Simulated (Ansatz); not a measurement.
Start from this file.

```
Co O
1.0
     3.05055    0.00000    0.00000
    -1.52528    2.64186    0.00000
     0.00000    0.00000    5.25329
Co O
2 2
Direct
  0.33333 0.66667 0.00949
  0.66667 0.33333 0.50949
  0.33333 0.66667 0.36551
  0.66667 0.33333 0.86551
```

Q: Interpret the file: composition, symmetry and coordination.

A: The material is CoO. The lattice is primitive hexagonal and the space group P6_3mc (No. 186). It belongs to the family called wurtzite. With Z = 2, the cell contains 2 Co, 2 O. The polyhedra are CoO4 tetrahedra; they share corners. Co is coordinated by four O in a tetrahedral arrangement at 1.87 to 1.92 Å. O is coordinated by four Co in a tetrahedral arrangement at 1.87 to 1.92 Å. The bonds build a three-dimensional framework.

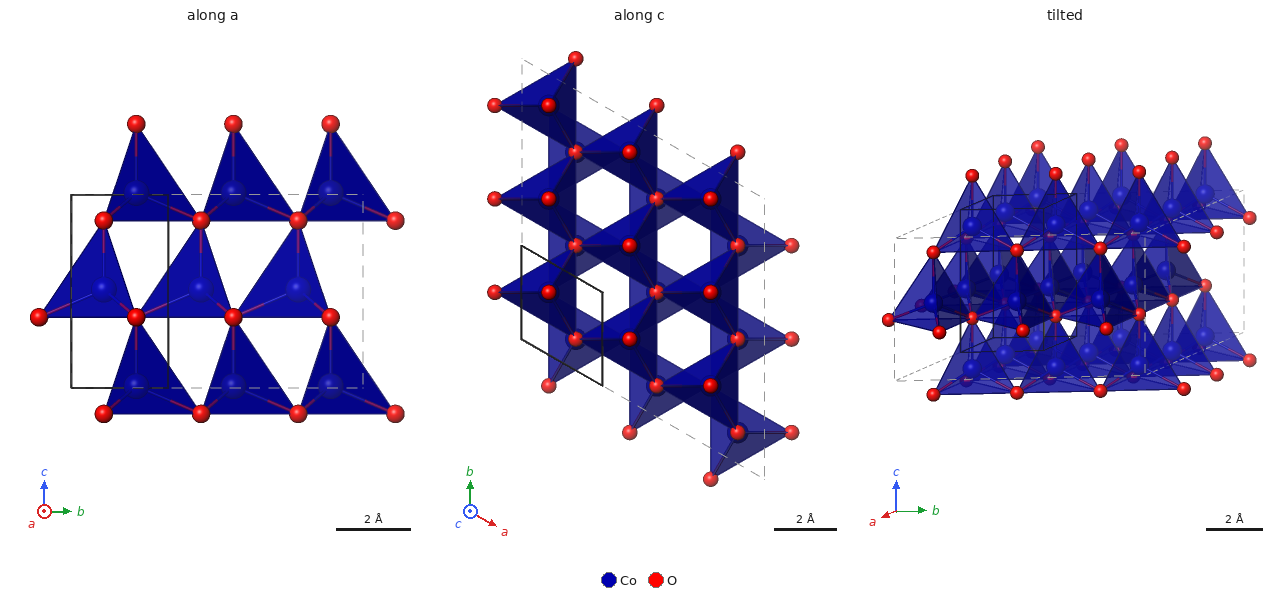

The figure gives a polyhedral picture of the atoms, viewed along the a axis, along the c axis and slightly off an axis. One conventional unit cell is drawn solid; the view covers 3×3×1 cells. Some neighbours outside the box are added.

It goes back to a structure listed in the Materials Project. Earlier steps of the study may have refined or changed the cell and positions. It went into a calculation with Ansatz.
